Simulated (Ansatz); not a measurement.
# How the conductance of ZrC/GaN/ZrC changes with thickness, part 5 of 6

Wanted: T(E), the conductance and its decay constant for ZrC/GaN/ZrC. Both electrodes are ZrC rock salt(001); the barrier is GaN zinc blende(001) (Ga and Ga faces). In the first transport cell, after relaxation, the nearest pair of electrode and barrier is C–Ga at 2.93 Å, at a slant, at the lower face and C–Ga at 2.44 Å, at a slant, at the upper one. All share a net of side 3.33 Å, which strains the lower electrode by +0.0 % and the barrier by +3.5 %, against typed lattice constants near PBE's. The first steps treat the bulk electrodes alone.

Ansatz 0.2.0; PBE DFT, plane waves, PAW files (the session's first sound run).

So far, transmission at the Fermi level (a spin, zone mean): step 4 (T(E) of the junction) 0.0123; step 5 (53 atoms, atomic planes in the barrier 5, gap between the …) 0.0208. Also channels of the lower lead: step 4 0.36.

## (6) Conductance on a fine mesh, atomic planes in the barrier 7, gap between the electrodes 11.09 Å

Level of this step: PBE DFT, plane waves, PAW files; ballistic transmission by layer matching between semi-infinite leads (Ansatz).

System of this step: ZrC/GaN/ZrC. The cell holds 55 atoms: 24 C, 24 Zr, 4 Ga and 3 N. Its edges and angles: a = 3.330 Å, b = 3.330 Å, c = 76.913 Å, α = 90.0°, β = 90.0°, γ = 90.0°. Regions: left electrode, 24 atoms (12 C and 12 Zr); barrier, 7 atoms (4 Ga and 3 N); right electrode, 24 atoms (12 C and 12 Zr). Vacuum lies along c.

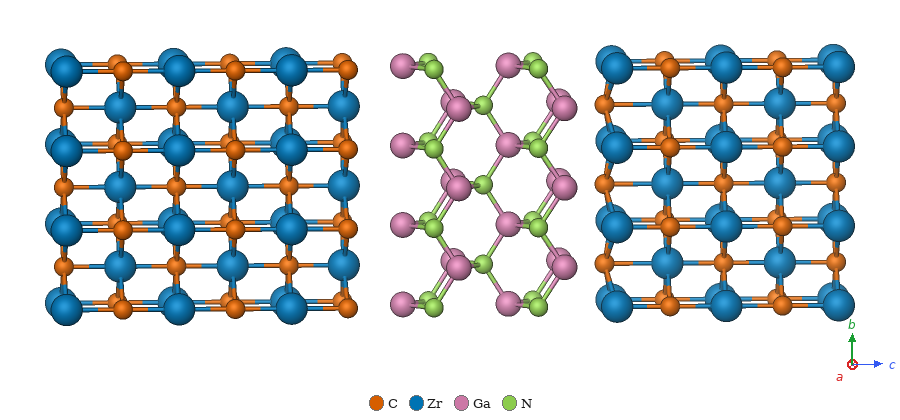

The cell of this step (carbon orange, zirconium blue, gallium pink, nitrogen green). Drawn is a stretch of 32 Å of the 63 Å that the atoms span along c, seen along the normal of the bc plane, with neighbouring cells across it.

Barrier layers are added or taken out in the middle, and the relaxed faces stay.

input.yaml reads:

```yaml
crystal:
  lattice:
    - [3.33, 0.0, 0.0]
    - [0.0, 3.33, 0.0]
    - [0.0, 0.0, 76.913300456]
  atoms:
    - { symbol: C, position: [0.5, 0.5, 0.091011567] }
    - { symbol: Zr, position: [0.0, 0.0, 0.091011567] }
    - { symbol: C, position: [0.0, 0.0, 0.1216115541] }
    - { symbol: Zr, position: [0.5, 0.5, 0.1216115541] }
    - { symbol: C, position: [0.5, 0.5, 0.1522115411] }
    - { symbol: Zr, position: [0.0, 0.0, 0.1522115411] }
    - { symbol: C, position: [0.0, 0.0, 0.1828115281] }
    - { symbol: Zr, position: [0.5, 0.5, 0.1828115281] }
    - { symbol: C, position: [0.5, 0.5, 0.2134115152] }
    - { symbol: Zr, position: [0.0, 0.0, 0.2134115152] }
    - { symbol: C, position: [0.0, 0.0, 0.2440115022] }
    - { symbol: Zr, position: [0.5, 0.5, 0.2440115022] }
    - { symbol: C, position: [0.5, 0.5, 0.2746114892] }
    - { symbol: Zr, position: [0.0, 0.0, 0.2746114892] }
    - { symbol: C, position: [0.0, 0.0, 0.3052114762] }
    - { symbol: Zr, position: [0.5, 0.5, 0.3052114762] }
    - { symbol: C, position: [0.5, 0.5, 0.3358114633] }
    - { symbol: Zr, position: [0.0, 0.0, 0.3358114633] }
    - { symbol: C, position: [0.0, 0.0, 0.3664114503] }
    - { symbol: Zr, position: [0.5, 0.5, 0.3664114503] }
    - { symbol: C, position: [0.5, 0.5, 0.3970114373] }
    - { symbol: Zr, position: [0.0, 0.0, 0.3970114373] }
    - { symbol: C, position: [0.0, 0.0, 0.4276583196] }
    - { symbol: Zr, position: [0.5, 0.5, 0.4268502634] }
    - { symbol: Ga, position: [0.5, 0.0, 0.4590470698] }
    - { symbol: "N", position: [0.0, 0.0, 0.4744770716] }
    - { symbol: Ga, position: [0.0, 0.5, 0.4880384054] }
    - { symbol: "N", position: [0.5, 0.5, 0.5028288093] }
    - { symbol: Ga, position: [0.5, 0.0, 0.5165079633] }
    - { symbol: "N", position: [0.0, 0.0, 0.5313704909] }
    - { symbol: Ga, position: [0.0, 0.5, 0.5455384736] }
    - { symbol: C, position: [0.5, 0.5, 0.5687894683] }
    - { symbol: Zr, position: [0.0, 0.0, 0.574150137] }
    - { symbol: C, position: [0.0, 0.0, 0.6029885627] }
    - { symbol: Zr, position: [0.5, 0.5, 0.6029885627] }
    - { symbol: C, position: [0.5, 0.5, 0.6335885497] }
    - { symbol: Zr, position: [0.0, 0.0, 0.6335885497] }
    - { symbol: C, position: [0.0, 0.0, 0.6641885367] }
    - { symbol: Zr, position: [0.5, 0.5, 0.6641885367] }
    - { symbol: C, position: [0.5, 0.5, 0.6947885238] }
    - { symbol: Zr, position: [0.0, 0.0, 0.6947885238] }
    - { symbol: C, position: [0.0, 0.0, 0.7253885108] }
    - { symbol: Zr, position: [0.5, 0.5, 0.7253885108] }
    - { symbol: C, position: [0.5, 0.5, 0.7559884978] }
    - { symbol: Zr, position: [0.0, 0.0, 0.7559884978] }
    - { symbol: C, position: [0.0, 0.0, 0.7865884848] }
    - { symbol: Zr, position: [0.5, 0.5, 0.7865884848] }
    - { symbol: C, position: [0.5, 0.5, 0.8171884719] }
    - { symbol: Zr, position: [0.0, 0.0, 0.8171884719] }
    - { symbol: C, position: [0.0, 0.0, 0.8477884589] }
    - { symbol: Zr, position: [0.5, 0.5, 0.8477884589] }
    - { symbol: C, position: [0.5, 0.5, 0.8783884459] }
    - { symbol: Zr, position: [0.0, 0.0, 0.8783884459] }
    - { symbol: C, position: [0.0, 0.0, 0.908988433] }
    - { symbol: Zr, position: [0.5, 0.5, 0.908988433] }
kpoints:
  mp_grid: { grid: [8, 8, 1] }
scf:
  occupations: { method: fermi_dirac, width: 0.1 }
  max_iter: 150
hamiltonian:
  xc: pbe
output:
  transmission:
    kmesh: [24, 24]
    e_range: [-0.26, 0.27]
    de: 0.0375
    leads: [[10, 12], [43, 45]]
```

Started as:

```
$ ansatz run input.yaml --threads 4 --pin off --max-ram 10240MiB --backend cpu --events-out ev --progress --plain --runs-dir out
```

Numbers of over 12 decimals in the logs are rounded to 6 here.

Log:

```text
[...]
Crystal: 55 atoms, lattice volume = 852.884 Å³
Basis set: ecut = 420 eV, 16793 PW (Γ)
Bands: 281, of which v1, the nominal top of the filled ones, is band 226 counted from 1 (225 counted from 0)
Symmetry: 4 space group operations
[...]
k-points: 25 of 64
[...]
SCF iter   1: F=—  HF=-122757.169968 eV  |F-HF|=—  |Δ(HF+E_count)|=         —  Δρ=3.46e-3  dr2=1.30e1  ethr=1.77e-3  ⟨swp⟩=8.7  Hψ=29917  notcnv=0  defer=172
[...]
SCF iter  10: F=-122757.073753 eV  HF=-122757.073753 eV  |F-HF|=7.60e-9  |Δ(HF+E_count)|=   1.62e-8  Δρ=9.86e-7  dr2=1.68e-8  ethr=2.22e-11  ⟨swp⟩=19.4  Hψ=24945  notcnv=0
SCF 1 converged in 10 iterations: F = -122757.073753 eV  dr2 = 1.68e-8
[...]
transmission: 1150 of 11492 steps passed
transmission: 2300 of 11492 steps passed
[...]
transmission: 11492 of 11492 steps passed
SCF converged after 10 iterations
Free energy (F): -122757.073753 eV
[...]
Internal energy: -122756.768070 eV  (E = F + TS)
E sigma→0 (E₀):  -122756.920912 eV
Entropy (-TS):   -0.305684 eV (-5.558 meV/atom)
Fermi energy:    11.420714 eV
[...]
--- Band table (eV; the first three rows and the last of 25) ---
  k-point 0: bands = [... 222 lower, 11.4417, 11.4609, 11.4614, 11.5074, 11.5178, 11.5382, 11.5409, 11.6151, ... 51 higher]
  k-point 1: bands = [... 222 lower, 11.3015, 11.3370, 11.3372, 11.5091, 11.6704, 11.7894, 11.8082, 11.8246, ... 51 higher]
  k-point 2: bands = [... 222 lower, 10.3254, 10.3315, 11.2812, 11.6703, 12.5232, 12.8918, 12.9079, 12.9202, ... 51 higher]
  k-point 24: bands = [... 222 lower, 11.1755, 11.1758, 11.2213, 11.3044, 11.3579, 11.5895, 11.5925, 11.6455, ... 51 higher]
--- Transmission ---
  basis      : 97 plane waves across, 68 finite elements along
  points     : 169, standing for a mesh of 24 x 24
[...]
filled         : 19.8 meV under the level at which it is neutral
    channels       : 2.777778e-1 a spin
[...]
slowest decay  : 0.0051 /Å at (0.3333, 0.2500)
[...]
filled         : 41.5 meV under the level at which it is neutral
    channels       : 3.055556e-1 a spin
[...]
slowest decay  : 0.0017 /Å at (0.1250, 0.0000)
  junction   : crystal 0 to crystal 1, 19.25 to 56.27 Å
    transmission   : 1.592026e-2 a spin
[...]
resistance     : 7.6290e-2 Ω µm² beyond half of each lead's own
```

The job ended after 15 min (4 threads of Arm Neoverse V1, shared host; peak memory 6.8 GiB; 55 min of CPU time).

This step gave:

| Property | Result |
| --- | --- |
| free energy | -122757.0738 eV |
| Fermi energy | 11.42 eV |
| transmission at the Fermi level (a spin, zone mean) | 0.01592 |
| potential step in the lower lead | 6.7 meV |
| potential step in the upper lead | 5.7 meV |
| junction conductance | 1.24e13 S/m² |
| error estimates by source, in the log's order | 3.9, 4.5, 37.8, 8.6, 4.1 % |
| resistance-area product beyond the leads | 0.07629 Ω um² |

One spin. Table of transmission, zone mean by energy, zero at the Fermi level:

```
energy (eV)  transmission, zone mean
     -0.260                   0.0168
     -0.223                   0.0177
     -0.185                   0.0184
     -0.147                   0.0194
     -0.110                   0.0204
     -0.072                   0.0227
     -0.035                   0.0208
      0.003                   0.0159
      0.040                   0.0154
      0.077                   0.0173
      0.115                   0.0209
      0.152                   0.0231
      0.190                   0.0193
      0.228                   0.0115
      0.265                  0.00933
```

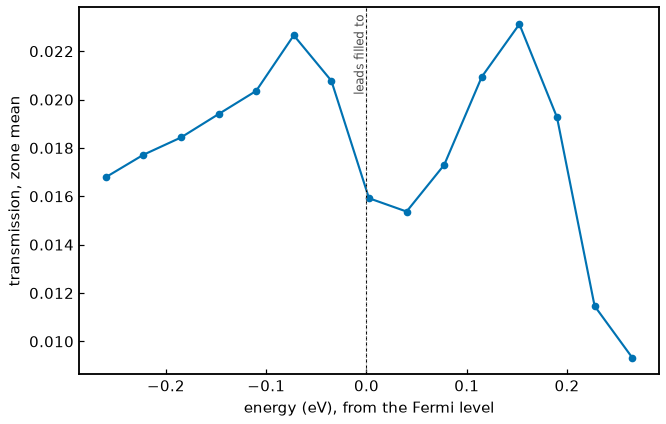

Transmission, zone mean against energy.

One spin. Open channels, zone mean against energy, zero at the Fermi level:

```
energy (eV)  lower lead  upper lead
     -0.260       0.396       0.438
     -0.223       0.347       0.368
     -0.185       0.354       0.354
     -0.147       0.340       0.347
     -0.110       0.361       0.347
     -0.072       0.347       0.347
     -0.035       0.319       0.333
      0.003       0.278       0.306
      0.040       0.319       0.292
      0.077       0.316       0.306
      0.115       0.351       0.372
      0.152       0.372       0.378
      0.190       0.420       0.378
      0.228       0.372       0.399
      0.265       0.427       0.372
```

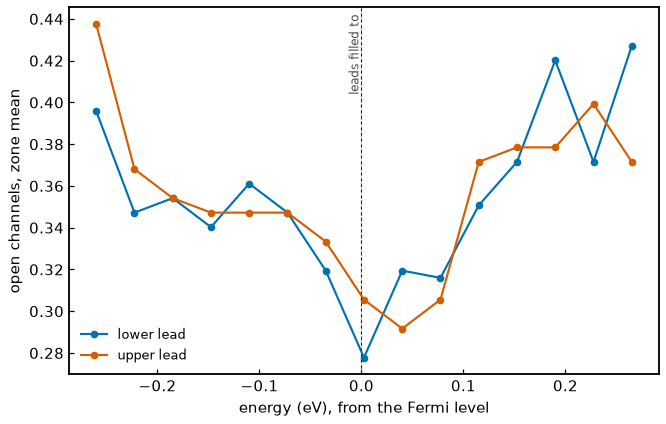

Open channels, zone mean against energy.

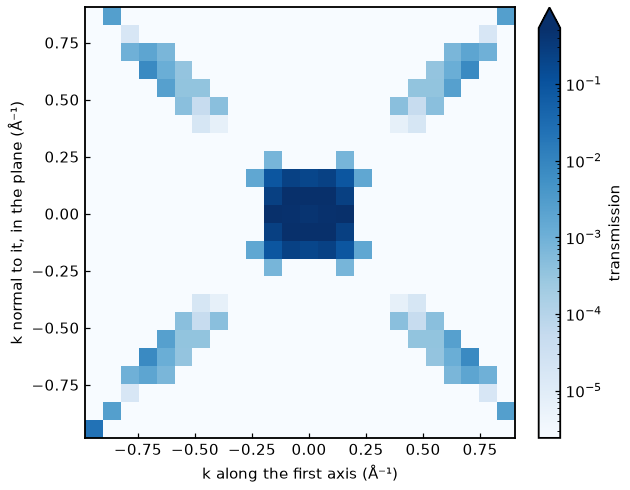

Transmission over k1 and k2. At 0.0025 eV from the Fermi level; zeros and values more than six decades under the largest are shown at that floor.

G = 1.2e13 S/m² (1/G = 0.0808 Ω µm²), 0.76 times the step before of this kind, a change inside the error estimates. The largest error estimate is 38 %, from the mesh across the current. In the worse lead the potential repeats within 6.7 meV, which the program lets pass, though it still puts 8.6 % of error on the junction's conductance through them.

## (7) Conductance on a fine mesh, 57 atoms

System of this step: ZrC/GaN/ZrC. The cell holds 57 atoms: 24 C, 24 Zr, 5 Ga and 4 N. Its edges and angles: a = 3.330 Å, b = 3.330 Å, c = 79.099 Å, α = 90.0°, β = 90.0°, γ = 90.0°. Regions: left electrode, 24 atoms (12 C and 12 Zr); barrier, 9 atoms (5 Ga and 4 N); right electrode, 24 atoms (12 C and 12 Zr). Vacuum lies along c.

Barrier layers are added or taken out in the middle, and the relaxed faces stay.

input.yaml reads:

```yaml
crystal:
  lattice:
    - [3.33, 0.0, 0.0]
    - [0.0, 3.33, 0.0]
    - [0.0, 0.0, 79.0994256115]
  atoms:
    - { symbol: C, position: [0.5, 0.5, 0.0884962178] }
    - { symbol: Zr, position: [0.0, 0.0, 0.0884962178] }
    - { symbol: C, position: [0.0, 0.0, 0.118250492] }
    - { symbol: Zr, position: [0.5, 0.5, 0.118250492] }
    - { symbol: C, position: [0.5, 0.5, 0.1480047662] }
    - { symbol: Zr, position: [0.0, 0.0, 0.1480047662] }
    - { symbol: C, position: [0.0, 0.0, 0.1777590404] }
    - { symbol: Zr, position: [0.5, 0.5, 0.1777590404] }
    - { symbol: C, position: [0.5, 0.5, 0.2075133145] }
    - { symbol: Zr, position: [0.0, 0.0, 0.2075133145] }
    - { symbol: C, position: [0.0, 0.0, 0.2372675887] }
    - { symbol: Zr, position: [0.5, 0.5, 0.2372675887] }
    - { symbol: C, position: [0.5, 0.5, 0.2670218629] }
    - { symbol: Zr, position: [0.0, 0.0, 0.2670218629] }
    - { symbol: C, position: [0.0, 0.0, 0.296776137] }
    - { symbol: Zr, position: [0.5, 0.5, 0.296776137] }
    - { symbol: C, position: [0.5, 0.5, 0.3265304112] }
    - { symbol: Zr, position: [0.0, 0.0, 0.3265304112] }
    - { symbol: C, position: [0.0, 0.0, 0.3562846854] }
    - { symbol: Zr, position: [0.5, 0.5, 0.3562846854] }
    - { symbol: C, position: [0.5, 0.5, 0.3860389596] }
    - { symbol: Zr, position: [0.0, 0.0, 0.3860389596] }
    - { symbol: C, position: [0.0, 0.0, 0.4158388329] }
    - { symbol: Zr, position: [0.5, 0.5, 0.4150531095] }
    - { symbol: Ga, position: [0.5, 0.0, 0.4463600706] }
    - { symbol: "N", position: [0.0, 0.0, 0.4613636229] }
    - { symbol: Ga, position: [0.0, 0.5, 0.4745501527] }
    - { symbol: "N", position: [0.5, 0.5, 0.4889317841] }
    - { symbol: Ga, position: [0.5, 0.0, 0.5022054501] }
    - { symbol: "N", position: [0.0, 0.0, 0.5165694709] }
    - { symbol: Ga, position: [0.0, 0.5, 0.5298705648] }
    - { symbol: "N", position: [0.5, 0.5, 0.5443223266] }
    - { symbol: Ga, position: [0.5, 0.0, 0.558098739] }
    - { symbol: C, position: [0.0, 0.0, 0.58070713] }
    - { symbol: Zr, position: [0.5, 0.5, 0.5859196421] }
    - { symbol: C, position: [0.5, 0.5, 0.6139610404] }
    - { symbol: Zr, position: [0.0, 0.0, 0.6139610404] }
    - { symbol: C, position: [0.0, 0.0, 0.6437153146] }
    - { symbol: Zr, position: [0.5, 0.5, 0.6437153146] }
    - { symbol: C, position: [0.5, 0.5, 0.6734695888] }
    - { symbol: Zr, position: [0.0, 0.0, 0.6734695888] }
    - { symbol: C, position: [0.0, 0.0, 0.703223863] }
    - { symbol: Zr, position: [0.5, 0.5, 0.703223863] }
    - { symbol: C, position: [0.5, 0.5, 0.7329781371] }
    - { symbol: Zr, position: [0.0, 0.0, 0.7329781371] }
    - { symbol: C, position: [0.0, 0.0, 0.7627324113] }
    - { symbol: Zr, position: [0.5, 0.5, 0.7627324113] }
    - { symbol: C, position: [0.5, 0.5, 0.7924866855] }
    - { symbol: Zr, position: [0.0, 0.0, 0.7924866855] }
    - { symbol: C, position: [0.0, 0.0, 0.8222409596] }
    - { symbol: Zr, position: [0.5, 0.5, 0.8222409596] }
    - { symbol: C, position: [0.5, 0.5, 0.8519952338] }
    - { symbol: Zr, position: [0.0, 0.0, 0.8519952338] }
    - { symbol: C, position: [0.0, 0.0, 0.881749508] }
    - { symbol: Zr, position: [0.5, 0.5, 0.881749508] }
    - { symbol: C, position: [0.5, 0.5, 0.9115037822] }
    - { symbol: Zr, position: [0.0, 0.0, 0.9115037822] }
kpoints:
  mp_grid: { grid: [8, 8, 1] }
scf:
  occupations: { method: fermi_dirac, width: 0.1 }
  max_iter: 150
hamiltonian:
  xc: pbe
output:
  transmission:
    kmesh: [24, 24]
    e_range: [-0.26, 0.27]
    de: 0.0375
    leads: [[10, 12], [45, 47]]
```

Log:

```text
[...]
Crystal: 57 atoms, lattice volume = 877.126 Å³
Basis set: ecut = 420 eV, 17273 PW (Γ)
Bands: 292, of which v1, the nominal top of the filled ones, is band 235 counted from 1 (234 counted from 0)
Symmetry: 4 space group operations
[...]
k-points: 25 of 64
[...]
channels       : 2.777778e-1 a spin
[...]
slowest decay  : 0.0150 /Å at (0.3333, 0.2500)
[...]
filled         : 41.3 meV under the level at which it is neutral
    channels       : 3.055556e-1 a spin
[...]
slowest decay  : 0.0079 /Å at (0.1250, 0.0000)
  junction   : crystal 0 to crystal 1, 19.25 to 58.46 Å
    transmission   : 1.685348e-2 a spin
[...]
resistance     : 7.5293e-2 Ω µm² beyond half of each lead's own
[key lines of the parts left out:]
SCF converged after 10 iterations
Free energy (F): -126924.912623 eV
Fermi energy:    11.397088 eV
```

Elapsed: 16 min, on 4 threads; peak memory 7.2 GiB; 59 min of CPU time.

One spin. The transmission, zone mean by energy, zero at the Fermi level:

```
energy (eV)  transmission, zone mean
     -0.260                   0.0125
     -0.223                   0.0131
     -0.185                   0.0126
     -0.147                   0.0149
     -0.110                   0.0175
     -0.072                   0.0193
     -0.035                   0.0192
      0.003                   0.0169
      0.040                   0.0166
      0.077                   0.0204
      0.115                   0.0241
      0.152                   0.0245
      0.190                   0.0214
      0.228                   0.0149
      0.265                   0.0125
```

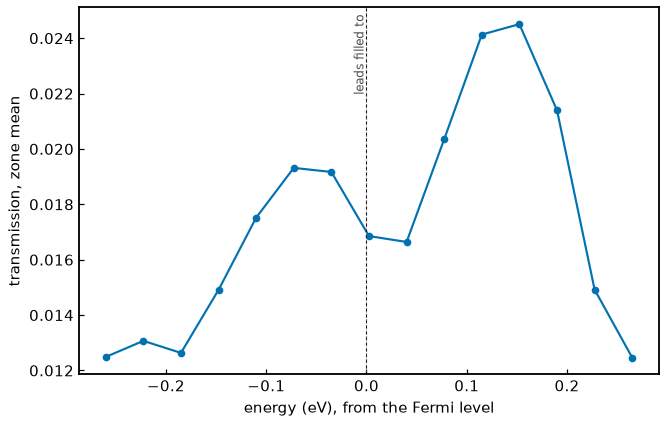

Transmission, zone mean, plotted against energy.

G = 1.3e13 S/m² (1/G = 0.0799 Ω µm²), 1.0 times the step before of this kind, a change inside the error estimates. The largest error estimate is 44 %, from the mesh across the current. In the worse lead the potential repeats within 6.3 meV, which the program lets pass, though it still puts 8.7 % of error on the junction's conductance through them.

(Continued in part 6 of 6.)

[Logs are printed without paths, hosts, clocks, repeated set-up lines and the standing remarks that a program may print on its own settings, such as how far it seeks lower states.]

[Hosts, paths, dates, database ids (printed as entryN), source tags and the programs' standing remarks are cut or masked in the printed files.]
